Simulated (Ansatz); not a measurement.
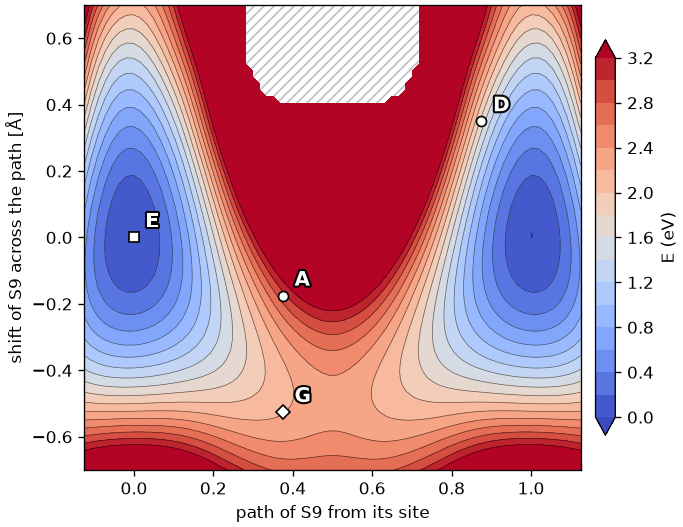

WS₂ (R3m phase) with one S vacancy (11 atoms in the cell, cell charge +2). An atom moved over a plane that holds its own site and a neighbouring vacancy (x along [0 −1 0], y along [2 1 0], z along [0 0 1] of the conventional cell). First axis: path of S9 from its site (0) to the vacancy (1), 3.100 Å. Second axis: shift of S9 across the path, along the Cartesian direction [1 2 0]. Nothing is relaxed (all other atoms held at the sites of the perfect crystal). Grid: 11 × 9 points; 41 points were computed and 52 follow by symmetry. At 6 points there is no value (left out of the scan, as a rule where atoms come close). Points are written as (first, second). Energies are in eV per cell, from the lowest grid point. The cell is charged on a uniform background, without a charge correction. These are results of DFT LDA+D3(BJ), scalar-relativistic, plane waves, PAW (Ansatz), not measurements. Settings: cutoff 420 eV, k-mesh 6×6×6, gaussian smearing 0.05 eV, no spin polarisation.

In the figure: filled contours, one colour for all values above the top of the scale, hatched blanks where no value was computed, lettered points. Between grid points the surface is interpolated.

Question: Is E the lowest point of the computed grid?

Answer: Yes. E, at (0.000, 0.000 Å) [nearest 3 W at 2.38 Å], has the lowest energy of the grid.

Question: What kind of point is each of A, D, E: minimum, saddle, maximum or slope?

Answer: A: on a slope; D: on a slope; E: minimum. (In these two coordinates alone; a stationary point may lie a little off the grid point.)

PAW datasets: the set soft_1.
